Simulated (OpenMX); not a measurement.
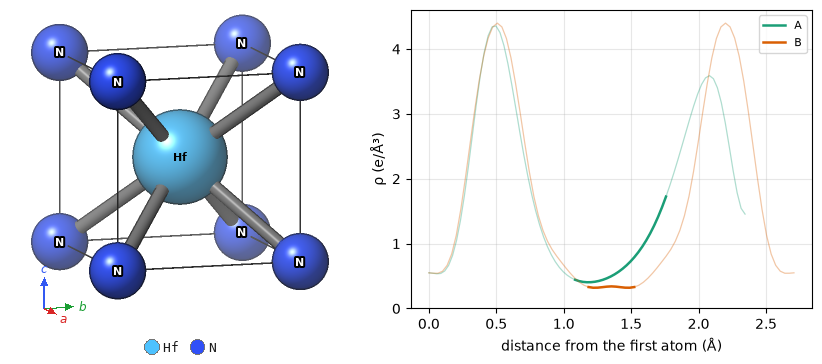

Figure 1: HfN. Valence charge density (pseudo) along straight lines between neighbouring atoms. Thin, pale parts lie inside the atomic spheres. The structure is drawn too.

Space group Pm-3m; a generated structure, not necessarily the stable one; computed pressure about 35 GPa in this cell.

The calculation used Kohn-Sham DFT of a periodic cell, PBE, OpenMX 2013 PBE set (OpenMX 3.8.5).

The density is the valence pseudo-density of a pseudopotential calculation; it isn't the true density close to the nuclei.

```xyz
2
Lattice="2.7072 0.0000 0.0000 0.0000 2.7072 0.0000 0.0000 0.0000 2.7072" Properties=species:S:1:pos:R:3 pbc="T T T"
Hf    1.3536    1.3536    1.3536
N     0.0000    0.0000    0.0000
```

**Which curve belongs to which contact (Hf–Hf and Hf–N)? The first atom named is at distance zero.**

Curve A: Hf–N (2.34 Å): the density is about 0.4 e/Å³ at the midpoint. Curve B: Hf–Hf (2.71 Å): ρ at the midpoint is about 0.34 e/Å³.
